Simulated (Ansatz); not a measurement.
# Run report: Ge, geometry relaxation (part 2 of 2)

Ge (slab, 16 atoms in the cell); DFT PBE+D3(BJ), scalar-relativistic, plane waves, PAW, no spin polarisation (Ansatz 0.2.0); cutoff 420 eV, 3×3×1 k-mesh, Gaussian smearing of 0.1 eV. The structure derives from an entry of the Crystallography Open Database. The input holds or restrains some coordinates. Forces given for the steps count only the free coordinates. It belongs to a series of runs on one base structure; here: clean slab, lower planes held.

Geometry of the input (Å; fractional positions):
```
8.0601  0.0000  0.0000
-4.0301  6.9803  0.0000
0.0000  0.0000  20.1132
Ge 0.6667  0.3333  0.3977
Ge 0.6667  0.8333  0.3977
Ge 0.1667  0.3333  0.3977
Ge 0.1667  0.8333  0.3977
Ge 0.5000  0.5000  0.4386
Ge 0.5000  0.0000  0.4386
Ge 0.0000  0.5000  0.4386
Ge 0.0000  0.0000  0.4386
Ge 0.0000  0.5000  0.5614
Ge 0.0000  0.0000  0.5614
Ge 0.5000  0.5000  0.5614
Ge 0.5000  0.0000  0.5614
Ge 0.8333  0.6667  0.6023
Ge 0.8333  0.1667  0.6023
Ge 0.3333  0.6667  0.6023
Ge 0.3333  0.1667  0.6023
```

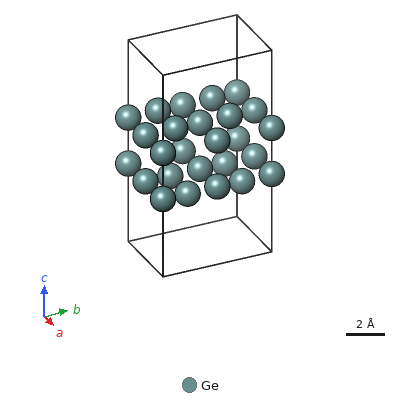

Fig. 1: The geometry at step 2 of the log (spheres-only view of the cell of the calculation, with the vacuum cut short, seen slightly off an axis).

What the program printed, continued
```
SCF iter   1: F=—  HF=-68717.088914 eV  |F-HF|=—  |Δ(HF+E_count)|=         —  Δρ=7.01e-6  dr2=1.97e-6  ethr=8.76e-10  p=0.014 e·Å  D=2.30e-3 V/Å  ΔV_dip=-0.05 eV  dr2_dipole=3.15e-7  V_vac-E_F(+/−)=4.56/4.61 eV  ⟨swp⟩=1.0  Hψ=960  notcnv=0
efield: sawtooth ramp at fractional position 0.9800 (handed on by an earlier solve), width 0.0400; the density the first Hamiltonian is built on has a dipole p = 0.014 e·Å; the dipole correction subtracts the counter field D = 2.30e-3 V/Å, which shifts the + side's vacuum level by -0.05 eV against the − side's; the planar-averaged density in the ramp window peaks in size at 8.0e-6 e/Å³
preconditioner: auto → LDOS  [insulator: Δε(μ)=0.159 eV  Ē_g=21.810 eV  σ=0.100 eV  W_gap=0.73  n_scr=186 (ndim 8)  ℏωp=16.5 eV  f_vac=0.621  D(μ)=3.69/eV (n_scr^D=4)  ε∞_Penn≈1.6  β→1.0]
SCF iter   2: F=—  HF=-68717.088422 eV  |F-HF|=—  |Δ(HF+E_count)|=   4.92e-4  Δρ=6.44e-6  dr2=2.40e-6  ethr=8.76e-10  p=0.015 e·Å  D=2.34e-3 V/Å  ΔV_dip=-0.05 eV  dr2_dipole=3.92e-7  V_vac-E_F(+/−)=4.56/4.61 eV  ⟨swp⟩=2.0  Hψ=692  notcnv=0
SCF iter   3: F=-68717.088422 eV  HF=-68717.088422 eV  |F-HF|=1.26e-8  |Δ(HF+E_count)|=   2.97e-7  Δρ=8.83e-7  dr2=2.01e-8  ethr=4.46e-11  p=0.015 e·Å  D=2.32e-3 V/Å  ΔV_dip=-0.05 eV  dr2_dipole=1.27e-9  V_vac-E_F(+/−)=4.56/4.61 eV  ⟨swp⟩=11.0  Hψ=2828  notcnv=0
SCF 4 converged in 3 iterations: F = -68717.088422 eV  dr2 = 2.01e-8
relax step   4: F+E_penalty+E_count = -68717.08842174 eV  Δ(F+E_penalty+E_count) = -1.721e-6 eV  max|allowed force component| = 1.272e-2 eV/Å  Δτ_max = 0.0000 Å  (3 SCF iters, accepted)
SCF converged after 3 iterations
Free energy (F): -68717.088422 eV
Harris-Foulkes:  -68717.088422 eV  (|F-HF|=1.26e-8)
Internal energy: -68717.069985 eV  (E = F + TS)
E sigma→0 (E₀):  -68717.079203 eV
Entropy (-TS):   -0.018437 eV (-1.152 meV/atom)
Fermi energy:    -0.509834 eV
Dipole field:    D = 0.002340 V/Å  (p = 0.014631 e·Å, saw-weighted, corrected)
Work function:   Φ+ = 4.5618 eV   Φ− = 4.6089 eV
Levels:          The Fermi level and band energies are counted from a zero that moves with the ramp; work functions are not
--- Per-component energies (eV) ---
  E_band       = -4303.493118
  E_kinetic    = 1766.032113
  E_local      = -169460.610826  (includes V_loc(G=0)·N_el)
  E_nonlocal   = 6676.024560
  E_hartree    = 81351.509650
  E_xc         = -1199.989717
  E_vxc        = -1020.089341  (∫ρ·V_xc dr)
  E_paw        = -32296.374794  (= ΣΔE_a)
  E_vpaw       = -4967.821559  (= ΣTr[D̂ρ^β])
  E_aug_tail   = 0.004865  (compensation charges beyond the density's cutoff)
  E_efield     = 0.000017  (sawtooth field / dipole correction)
  E_vefield    = -0.026772  (∫n·V_field dr)
  E_ewald      = 44449.775819
  E_disp       = -3.441672  (pairwise vdW)
  E_smearing   = -0.018437  (= −TS)
  E_closure    = -0.000000  (closes the sum)
  Σ components = -68717.088422   (vs F -68717.088422, Δ=0.00e0)
--- Forces (eV/Å), atoms counted from 1 ---
  atom   1  Ge    -0.00000000     0.00000000     0.11900468
  atom   2  Ge    -0.00000000     0.00000000     0.11900468
  atom   3  Ge    -0.00000000     0.00000000     0.11900468
  atom   4  Ge    -0.00000000     0.00000000     0.11900468
  atom   5  Ge     0.00000000     0.00000000    -0.14083001
  atom   6  Ge     0.00000000     0.00000000    -0.14083001
  atom   7  Ge     0.00000000     0.00000000    -0.14083001
  atom   8  Ge     0.00000000     0.00000000    -0.14083001
  atom   9  Ge    -0.00000000    -0.00000000     0.01271525
  atom  10  Ge    -0.00000000    -0.00000000     0.01271525
  atom  11  Ge    -0.00000000    -0.00000000     0.01271525
  atom  12  Ge    -0.00000000     0.00000000     0.01271525
  atom  13  Ge     0.00000000     0.00000000     0.00907717
  atom  14  Ge     0.00000000    -0.00000000     0.00907717
  atom  15  Ge     0.00000000     0.00000000     0.00907717
  atom  16  Ge     0.00000000     0.00000000     0.00907717
  max |Σ_I F_I| component: 1.32e-4 eV/Å
--- Band table (eV) ---
  k-point 0: bands = ["-24.9532", "-24.9532", "-24.9532", "-24.9274", "-24.9274", "-24.9274", "-24.9240", "-24.9193", "-24.9193", "-24.9092", "-24.9092", "-24.9092", "-24.8708", "-24.8708", "-24.8689", "-24.8689", "-24.8689", "-24.8514", "-24.8514", "-24.8514", "-24.8475", "-24.8475", "-24.8392", "-24.8392", "-24.8392", "-24.8302", "-24.8302", "-24.8302", "-24.8157", "-24.8157", "-24.8157", "-24.7979", "-24.7979", "-24.7775", "-24.7775", "-24.7775", "-24.7731", "-24.7674", "-24.7674", "-24.7674", "-24.7525", "-24.7112", "-24.7112", "-24.7112", "-24.7088", "-24.7088", "-24.7088", "-24.6984", "-24.6984", "-24.6984", "-24.6923", "-24.6640", "-24.6640", "-24.6494", "-24.6494", "-24.6494", "-24.6463", "-24.6463", "-24.6463", "-24.6411", "-24.6411", "-24.6411", "-24.6296", "-24.6296", "-24.6270", "-24.6270", "-24.6270", "-24.6040", "-24.6040", "-24.5889", "-24.5889", "-24.5889", "-24.5783", "-24.5783", "-24.5783", "-24.5696", "-24.5696", "-24.5351", "-24.5351", "-24.5351", "-12.1154", "-11.2074", "-10.1568", "-10.1568", "-10.1568", "-9.3104", "-9.3104", "-9.3104", "-7.9475", "-7.9475", "-7.9475", "-7.5147", "-7.5147", "-7.5147", "-5.8102", "-3.0371", "-3.0371", "-3.0371", "-2.7017", "-2.6157", "-2.6157", "-2.6157", "-1.9080", "-1.9080", "-1.9080", "-1.7079", "-1.7079", "-1.7079", "-1.0479", "-1.0479", "-0.4450", "-0.4450", "0.1668", "0.1765", "0.1765", "0.1765", "0.6612", "1.0571", "1.0571", "1.0571", "1.1480", "1.3602", "1.3602", "1.3602", "2.3227", "2.3227", "2.3227", "3.1820", "3.1820", "3.6621", "3.6621", "3.7364", "3.8387", "4.8902", "5.0215"]
  k-point 1: bands = ["-24.9534", "-24.9534", "-24.9505", "-24.9394", "-24.9356", "-24.9356", "-24.9268", "-24.9231", "-24.9125", "-24.9106", "-24.9080", "-24.9080", "-24.8736", "-24.8736", "-24.8691", "-24.8691", "-24.8682", "-24.8627", "-24.8539", "-24.8539", "-24.8437", "-24.8402", "-24.8364", "-24.8364", "-24.8341", "-24.8301", "-24.8198", "-24.8198", "-24.8100", "-24.8089", "-24.8089", "-24.7975", "-24.7888", "-24.7739", "-24.7737", "-24.7737", "-24.7728", "-24.7717", "-24.7566", "-24.7566", "-24.7442", "-24.7206", "-24.7172", "-24.7172", "-24.7076", "-24.7076", "-24.7031", "-24.6993", "-24.6993", "-24.6990", "-24.6859", "-24.6817", "-24.6792", "-24.6610", "-24.6558", "-24.6558", "-24.6518", "-24.6518", "-24.6470", "-24.6470", "-24.6413", "-24.6372", "-24.6333", "-24.6333", "-24.6238", "-24.6223", "-24.6214", "-24.6175", "-24.6127", "-24.5956", "-24.5938", "-24.5938", "-24.5755", "-24.5755", "-24.5691", "-24.5647", "-24.5562", "-24.5408", "-24.5233", "-24.5233", "-11.8192", "-10.9804", "-10.9063", "-10.2527", "-10.2527", "-10.0547", "-9.3174", "-9.3174", "-7.8805", "-7.8805", "-7.0922", "-7.0922", "-7.0239", "-5.9813", "-5.9217", "-3.6938", "-3.4943", "-3.4943", "-3.4667", "-3.2000", "-3.2000", "-2.8755", "-2.8755", "-2.8683", "-2.3322", "-1.6295", "-1.5968", "-1.4863", "-1.3106", "-0.9250", "-0.8948", "-0.8948", "-0.1575", "-0.1575", "-0.0255", "0.7988", "1.2956", "1.6809", "1.7737", "1.8735", "2.2107", "2.2107", "2.8418", "2.8418", "3.1077", "3.3847", "3.3847", "3.4047", "3.8932", "3.9431", "4.0742", "4.2082", "4.2082", "4.3111", "4.5305"]
  k-point 2: bands = ["-24.9549", "-24.9482", "-24.9482", "-24.9482", "-24.9422", "-24.9302", "-24.9302", "-24.9302", "-24.9090", "-24.9090", "-24.9090", "-24.9081", "-24.8748", "-24.8724", "-24.8724", "-24.8724", "-24.8618", "-24.8618", "-24.8618", "-24.8575", "-24.8411", "-24.8411", "-24.8411", "-24.8316", "-24.8244", "-24.8244", "-24.8244", "-24.8148", "-24.8034", "-24.8034", "-24.8034", "-24.7987", "-24.7811", "-24.7811", "-24.7811", "-24.7693", "-24.7646", "-24.7646", "-24.7646", "-24.7396", "-24.7301", "-24.7301", "-24.7301", "-24.7266", "-24.7043", "-24.7000", "-24.7000", "-24.7000", "-24.6937", "-24.6937", "-24.6937", "-24.6882", "-24.6831", "-24.6696", "-24.6696", "-24.6696", "-24.6632", "-24.6389", "-24.6389", "-24.6389", "-24.6376", "-24.6329", "-24.6329", "-24.6329", "-24.6326", "-24.6273", "-24.6273", "-24.6273", "-24.6184", "-24.5926", "-24.5926", "-24.5926", "-24.5736", "-24.5736", "-24.5736", "-24.5636", "-24.5381", "-24.5381", "-24.5381", "-24.5128", "-11.2458", "-11.2458", "-11.2458", "-10.3216", "-10.3216", "-10.3216", "-9.5691", "-8.5832", "-8.4780", "-7.9373", "-6.5720", "-6.5720", "-6.5720", "-5.2743", "-5.2743", "-5.2743", "-4.1254", "-4.0085", "-3.4257", "-3.4257", "-3.4257", "-2.5814", "-2.5814", "-2.5814", "-2.5434", "-2.2385", "-2.2385", "-2.2385", "-1.1377", "-1.1377", "-1.1377", "-0.6052", "-0.6042", "0.3620", "0.3620", "0.3620", "2.2979", "2.8782", "2.8782", "2.8782", "3.0390", "3.0390", "3.0390", "3.3104", "3.3104", "3.3104", "3.3656", "3.3656", "3.3656", "3.7709", "3.7924", "4.3362", "4.3362", "4.3362", "4.6936"]
--- Relaxed structure (4 steps of the walk, 4 accepted, 0 SCFs on fresh bases) ---
  F+E_penalty+E_count = -68717.08842174 eV   max|allowed force component| = 1.272e-2 eV/Å
  atoms:
    - { symbol: Ge, position: [0.6666666666666667, 0.33333333333333337, 0.397749208] }
    - { symbol: Ge, position: [0.6666666666666667, 0.8333333333333333, 0.397749208] }
    - { symbol: Ge, position: [0.16666666666666669, 0.33333333333333337, 0.397749208] }
    - { symbol: Ge, position: [0.16666666666666666, 0.8333333333333334, 0.397749208] }
    - { symbol: Ge, position: [0.5, 0.5, 0.4386495248000001] }
    - { symbol: Ge, position: [0.5000000000000001, 0.0, 0.4386495248000001] }
    - { symbol: Ge, position: [0.0, 0.5000000000000001, 0.4386495248000001] }
    - { symbol: Ge, position: [0.0, 0.0, 0.4386495248000001] }
    - { symbol: Ge, position: [0.0, 0.5000000000000001, 0.5675228190782156] }
    - { symbol: Ge, position: [1.6454556352503522e-18, 3.2909112705170337e-19, 0.5675228190782156] }
    - { symbol: Ge, position: [0.5, 0.5, 0.5675228190782156] }
    - { symbol: Ge, position: [0.5000000000000001, 3.290911268490637e-19, 0.5675228190782156] }
    - { symbol: Ge, position: [0.8333333333333335, 0.6666666666666666, 0.6062511407146782] }
    - { symbol: Ge, position: [0.8333333333333334, 0.16666666666666666, 0.6062511407146782] }
    - { symbol: Ge, position: [0.3333333333333334, 0.6666666666666666, 0.6062511407146782] }
    - { symbol: Ge, position: [0.3333333333333335, 0.16666666666666666, 0.6062511407146782] }
```

Trajectory as extended XYZ (Å, eV, eV/Å), 4 frames, from step=1 to step=4
```
16
Lattice="8.0601 0.0000 0.0000 -4.0301 6.9803 0.0000 0.0000 0.0000 20.1132" Properties=species:S:1:pos:R:3:forces:R:3 step=1 energy=-68716.95285
Ge    4.0301    2.3268    8.0000    0.0000   0.0000   0.0488
Ge    2.0150    5.8169    8.0000    0.0000   0.0000   0.0488
Ge    0.0000    2.3268    8.0000    0.0000   0.0000   0.0488
Ge   -2.0150    5.8169    8.0000    0.0000   0.0000   0.0488
Ge    2.0150    3.4901    8.8226    0.0000   0.0000  -0.6167
Ge    4.0301    0.0000    8.8226    0.0000   0.0000  -0.6167
Ge   -2.0150    3.4901    8.8226    0.0000   0.0000  -0.6167
Ge    0.0000    0.0000    8.8226    0.0000   0.0000  -0.6167
Ge   -2.0150    3.4901   11.2905    0.0000   0.0000   0.6167
Ge    0.0000    0.0000   11.2905    0.0000   0.0000   0.6167
Ge    2.0150    3.4901   11.2905    0.0000   0.0000   0.6167
Ge    4.0301    0.0000   11.2905    0.0000   0.0000   0.6167
Ge    4.0301    4.6535   12.1132    0.0000   0.0000  -0.0488
Ge    6.0451    1.1634   12.1132    0.0000   0.0000  -0.0488
Ge    0.0000    4.6535   12.1132    0.0000   0.0000  -0.0488
Ge    2.0150    1.1634   12.1132    0.0000   0.0000  -0.0488
16
Lattice="8.0601 0.0000 0.0000 -4.0301 6.9803 0.0000 0.0000 0.0000 20.1132" Properties=species:S:1:pos:R:3:forces:R:3 step=2 energy=-68717.06987
Ge    4.0301    2.3268    8.0000    0.0000   0.0000   0.1081
Ge    2.0150    5.8169    8.0000    0.0000   0.0000   0.1081
Ge    0.0000    2.3268    8.0000    0.0000   0.0000   0.1081
Ge   -2.0150    5.8169    8.0000    0.0000   0.0000   0.1081
Ge    2.0150    3.4901    8.8226    0.0000   0.0000  -0.2677
Ge    4.0301    0.0000    8.8226    0.0000   0.0000  -0.2677
Ge   -2.0150    3.4901    8.8226    0.0000   0.0000  -0.2677
Ge    0.0000    0.0000    8.8226    0.0000   0.0000  -0.2677
Ge   -2.0150    3.4901   11.3717    0.0000   0.0000   0.2273
Ge    0.0000    0.0000   11.3717    0.0000   0.0000   0.2273
Ge    2.0150    3.4901   11.3717    0.0000   0.0000   0.2273
Ge    4.0301    0.0000   11.3717    0.0000   0.0000   0.2273
Ge    4.0301    4.6535   12.1804    0.0000   0.0000  -0.0676
Ge    6.0451    1.1634   12.1804    0.0000   0.0000  -0.0676
Ge    0.0000    4.6535   12.1804    0.0000   0.0000  -0.0676
Ge    2.0150    1.1634   12.1804    0.0000   0.0000  -0.0676
16
Lattice="8.0601 0.0000 0.0000 -4.0301 6.9803 0.0000 0.0000 0.0000 20.1132" Properties=species:S:1:pos:R:3:forces:R:3 step=3 energy=-68717.08842
Ge    4.0301    2.3268    8.0000    0.0000   0.0000   0.1190
Ge    2.0150    5.8169    8.0000    0.0000   0.0000   0.1190
Ge    0.0000    2.3268    8.0000    0.0000   0.0000   0.1190
Ge   -2.0150    5.8169    8.0000    0.0000   0.0000   0.1190
Ge    2.0150    3.4901    8.8226    0.0000   0.0000  -0.1406
Ge    4.0301    0.0000    8.8226    0.0000   0.0000  -0.1406
Ge   -2.0150    3.4901    8.8226    0.0000   0.0000  -0.1406
Ge    0.0000    0.0000    8.8226    0.0000   0.0000  -0.1406
Ge   -2.0150    3.4901   11.4147    0.0000   0.0000   0.0126
Ge    0.0000    0.0000   11.4147    0.0000   0.0000   0.0126
Ge    2.0150    3.4901   11.4147    0.0000   0.0000   0.0126
Ge    4.0301    0.0000   11.4147    0.0000   0.0000   0.0126
Ge    4.0301    4.6535   12.1936    0.0000   0.0000   0.0089
Ge    6.0451    1.1634   12.1936    0.0000   0.0000   0.0089
Ge    0.0000    4.6535   12.1936    0.0000   0.0000   0.0089
Ge    2.0150    1.1634   12.1936    0.0000   0.0000   0.0089
16
Lattice="8.0601 0.0000 0.0000 -4.0301 6.9803 0.0000 0.0000 0.0000 20.1132" Properties=species:S:1:pos:R:3:forces:R:3 step=4 energy=-68717.08842
Ge    4.0301    2.3268    8.0000    0.0000   0.0000   0.1190
Ge    2.0150    5.8169    8.0000    0.0000   0.0000   0.1190
Ge    0.0000    2.3268    8.0000    0.0000   0.0000   0.1190
Ge   -2.0150    5.8169    8.0000    0.0000   0.0000   0.1190
Ge    2.0150    3.4901    8.8226    0.0000   0.0000  -0.1408
Ge    4.0301    0.0000    8.8226    0.0000   0.0000  -0.1408
Ge   -2.0150    3.4901    8.8226    0.0000   0.0000  -0.1408
Ge    0.0000    0.0000    8.8226    0.0000   0.0000  -0.1408
Ge   -2.0150    3.4901   11.4147    0.0000   0.0000   0.0127
Ge    0.0000    0.0000   11.4147    0.0000   0.0000   0.0127
Ge    2.0150    3.4901   11.4147    0.0000   0.0000   0.0127
Ge    4.0301    0.0000   11.4147    0.0000   0.0000   0.0127
Ge    4.0301    4.6535   12.1936    0.0000   0.0000   0.0091
Ge    6.0451    1.1634   12.1936    0.0000   0.0000   0.0091
Ge    0.0000    4.6535   12.1936    0.0000   0.0000   0.0091
Ge    2.0150    1.1634   12.1936    0.0000   0.0000   0.0091
```

Results in brief

```json
{"quantity": "outcome", "value": "converged under the restraints of the input"}
{"quantity": "electrons treated", "value": "224"}
{"quantity": "free energy", "value": "−68717.0884 eV"}
{"quantity": "work function, top face", "value": "4.56 eV"}
{"quantity": "work function, bottom face", "value": "4.61 eV"}
{"quantity": "Fermi energy", "value": "−0.510 eV"}
{"quantity": "gap on the k-point mesh", "value": "none (metallic)"}
{"quantity": "final volume", "value": "1131.61 Å³"}
{"quantity": "work function (upper face)", "value": "4.56 eV"}
{"quantity": "largest force (length of the vector) at the end, held atoms and coordinates included", "value": "0.141 eV/Å"}
{"quantity": "hardware", "value": "4 threads of Intel Xeon (Granite Rapids), 32 GiB of memory available, shared host"}
{"quantity": "wall time", "value": "24 s (CPU time 91 s)"}
{"quantity": "peak memory", "value": "2.1 GiB"}
```
